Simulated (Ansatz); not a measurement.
# Run report: SiC, single-point calculation

SiC (F-43m, 2 atoms in the cell), computed with DFT, PBE, plane waves, PAW, no spin polarisation (Ansatz 0.2.0).

The structure was built on a prototype by a generator. The geometry comes from this level: r2SCAN.

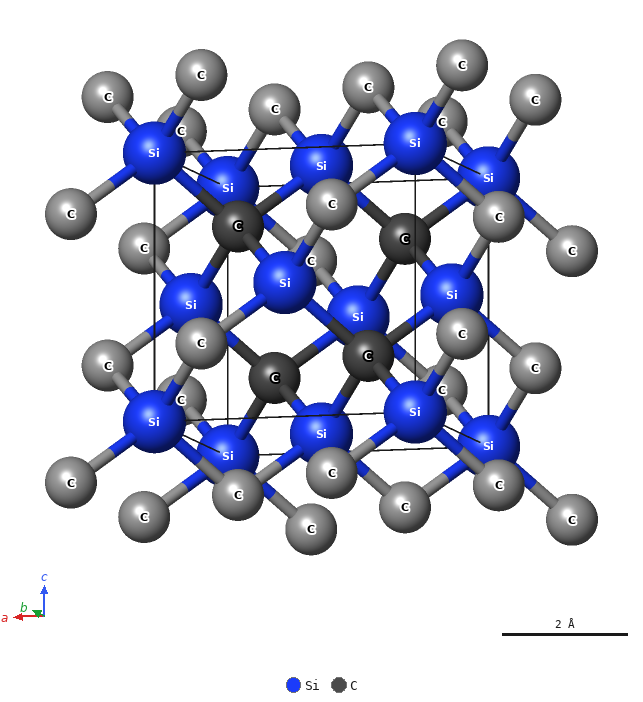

Fig. 1: The structure as given in the input (ball-and-stick view of the cell 4 times as large as that of the calculation, set on its symmetry axes, seen at an oblique angle; neighbours outside the cell are drawn fainter). An atom can appear more than once, as a periodic image.

**Input file**
```yaml
crystal:
  lattice:
    - [0.0, 2.1780523476, 2.1780523476]
    - [2.1780523476, 0.0, 2.1780523476]
    - [2.1780523476, 2.1780523476, 0.0]
  atoms:
    - { symbol: Si, position: [0.0, 0.0, 0.0] }
    - { symbol: C, position: [0.25, 0.25, 0.25] }
kpoints:
  mp_grid: { grid: [8, 8, 8] }
hamiltonian:
  xc: pbe
scf:
  occupations: { method: fixed }
  n_extra_bands: 4
output:
  forces: true
  stress: true
  eigenvalues: true
```

Run on 4 threads of Arm Neoverse V1, 112 GiB of memory available, shared host.

Launch command:
```bash
ansatz run input.yaml --threads 4 --pin off --max-ram 3686MiB --backend cpu --events-out ev --progress --plain --runs-dir out
```

**What the program printed**
```
scf.n_extra_bands = 4 over 4 filled bands (N_el = 8.0): the run solves 8 bands
Engine: ansatz 0.2.0, aarch64-unknown-linux-gnu
Pseudopotentials: kind: paw
Pseudopotential: Si, paw, valence charge 4, recommended cutoff 420 eV (normal), Si.paw.azcp
Pseudopotential: C, paw, valence charge 4, recommended cutoff 420 eV (normal), C.paw.azcp
Functional definition: PBE
  parameter kappa = 0.804
  parameter beta = 0.06672455060314922
  exchange = pbe_x(kappa = kappa, mu = beta*pi^2/3)
  correlation = pbe_c(beta = beta)
Crystal: 2 atoms, lattice volume = 20.665 Å³
Basis set: ecut = 420 eV, 411 PW (Γ), exchange–correlation on 48×48×48 points (8 copies of the dense FFT grid, shifted against one another)
Bands: 8, of which v1, the nominal top of the filled ones, is band 4 counted from 1 (3 counted from 0)
Symmetry: 24 space group operations
Space group: F-43m (ITA 216), of the structure as read, at distance tolerance 2.7e-5 Å
k-points: 29 of 512 (time reversal used)
Non-local potential: Si, projectors of the file, l = 0: 2, l = 1: 2, l = 2: 2
Non-local potential: C, projectors of the file, l = 0: 2, l = 1: 2, l = 2: 1
PAW form: soft (Blöchl's): semilocal exchange-correlation on the pseudo side does not see the compensation charge
PAW one-centre angular grid: Si, 110 points (default); XC on 64 Gauss nodes
PAW one-centre angular grid: C, 110 points (default); XC on 64 Gauss nodes
Initial density: superposition of atomic densities (neutral atoms: chi_scale 0, normalization atom), corrected by the library's trained network
Initial wavefunctions: pseudopotential atomic-orbital guess
Functional: x = pbe(κ = 0.804, μ = 0.2195149727645171), c = pbe(β = 0.06672455060314922)
SCF iter   1: F=—  HF=-887.155308 eV  |F-HF|=—  |Δ(HF+E_count)|=         —  Δρ=2.18e-3  dr2=9.94e-4  ethr=1.77e-3  ⟨swp⟩=4.8  Hψ=1637  notcnv=0  defer=45
preconditioner: auto → none  [insulator: Δε(μ)=1.335 eV  Ē_g=14.053 eV  n_scr=0 (ndim 8)  ℏωp=23.1 eV  f_vac=0.000  ε∞_Penn≈3.7]
SCF iter   2: F=—  HF=-887.155279 eV  |F-HF|=—  |Δ(HF+E_count)|=   2.99e-5  Δρ=8.17e-4  dr2=8.38e-5  ethr=1.24e-5  ⟨swp⟩=2.4  Hψ=614  notcnv=0  defer=52
SCF iter   3: F=—  HF=-887.155291 eV  |F-HF|=—  |Δ(HF+E_count)|=   1.26e-5  Δρ=3.56e-4  dr2=6.28e-6  ethr=1.05e-6  ⟨swp⟩=2.6  Hψ=344  notcnv=0  defer=36
SCF iter   4: F=—  HF=-887.155317 eV  |F-HF|=—  |Δ(HF+E_count)|=   2.61e-5  Δρ=3.90e-5  dr2=2.71e-7  ethr=7.84e-8  ⟨swp⟩=2.2  Hψ=358  notcnv=0  defer=52
iter 5 did not close the SCF: its close was put off for the readings that it lacked (scf_convergence_deferred on its scf_iter line)
SCF iter   5: F=-887.155317 eV  HF=-887.155317 eV  |F-HF|=1.22e-9  |Δ(HF+E_count)|=   1.34e-7  Δρ=2.90e-6  dr2=1.00e-9  ethr=3.39e-9  ⟨swp⟩=2.2  Hψ=344  notcnv=0  defer=53
SCF iter   6: F=-887.155317 eV  HF=-887.155317 eV  |F-HF|=3.91e-11  |Δ(HF+E_count)|=   1.78e-9  Δρ=3.93e-7  dr2=1.84e-11  ethr=1.25e-11  ⟨swp⟩=4.1  Hψ=1159  notcnv=0
SCF 1 converged in 6 iterations: F = -887.155317 eV  dr2 = 1.84e-11
  greatest PAW one-centre occupation: 0.645 electrons in one spin orbital (limit 2), on the C atom at site 1 (counted from 0), in its partial waves of l = 0
SCF converged after 6 iterations
Free energy (F): -887.155317 eV
Harris-Foulkes:  -887.155317 eV  (|F-HF|=3.91e-11)
Internal energy: -887.155317 eV  (E = F + TS)
E sigma→0 (E₀):  -887.155317 eV
Fermi energy:    9.497009 eV
--- Per-component energies (eV) ---
  E_band       = 28.805607
  E_kinetic    = 135.803381
  E_local      = -104.338817  (includes V_loc(G=0)·N_el)
  E_nonlocal   = 51.863344
  E_hartree    = 32.050487
  E_xc         = -105.527274
  E_vxc        = -109.401217  (∫ρ·V_xc dr)
  E_paw        = -612.098765  (= ΣΔE_a)
  E_vpaw       = -9.222049  (= ΣTr[D̂ρ^β])
  E_aug_tail   = 0.000014  (compensation charges beyond the density's cutoff)
  E_ewald      = -284.907687
  E_smearing   = -0.000000  (= −TS)
  E_closure    = -0.000000  (closes the sum)
  Σ components = -887.155317   (vs F -887.155317, Δ=0.00e0)
--- Forces (eV/Å), atoms counted from 1 ---
  atom   1  Si     0.00000000    -0.00000000    -0.00000000
  atom   2  C     -0.00000000    -0.00000000    -0.00000000
  max |Σ_I F_I| component: 1.48e-16 eV/Å
--- Stress (GPa, compression-positive) ---
        3.565003      -0.000000      -0.000000
       -0.000000       3.565003       0.000000
       -0.000000       0.000000       3.565003
  P = ⅓ Tr σ = 3.5650 GPa (35.650 kbar)
--- Band table (eV; the first three rows and the last of 29) ---
  k-point 0: bands = ["-5.9175", "9.4970", "9.4970", "9.4970", "15.7257", "16.8149", "16.8149", "16.8149"]
  k-point 1: bands = ["-5.6125", "8.0128", "9.2962", "9.2962", "15.9710", "17.1659", "17.1659", "17.3356"]
  k-point 2: bands = ["-4.7205", "5.2025", "8.8910", "8.8910", "15.4914", "17.4136", "17.4136", "18.8504"]
  k-point 28: bands = ["-0.6609", "2.4720", "4.5039", "4.8070", "14.7066", "18.9445", "18.9663", "19.2737"]
```

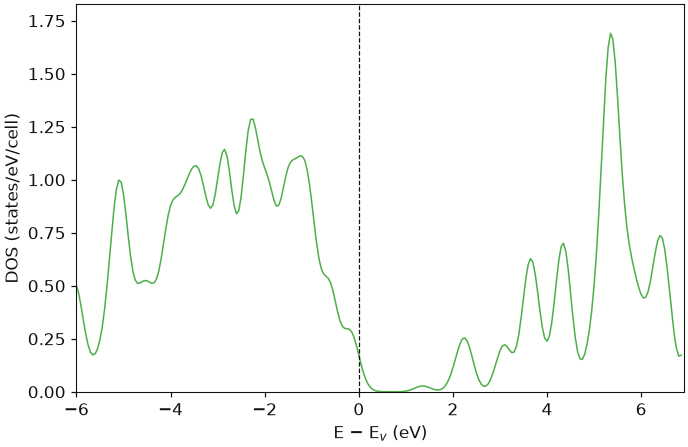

Fig. 2: Density of states (the curve is built from the levels of the k mesh with Gaussians 0.4 eV wide, which also blur the band edges), with energies from the valence-band top. There is a gap of 1.36 eV on the k-point mesh. Small ripples come from the finite k-point mesh.

**Key numbers**

```tsv
quantity	value
outcome	converged
space group (tolerance 0.01 Å)	F-43m (216)
electrons treated	8
free energy	−887.1553 eV
Fermi energy	9.497 eV
gap on the k-point mesh	1.36 eV
pressure	3.57 GPa
largest force (length of the vector)	under 0.001 eV/Å
peak memory	0.26 GiB
```
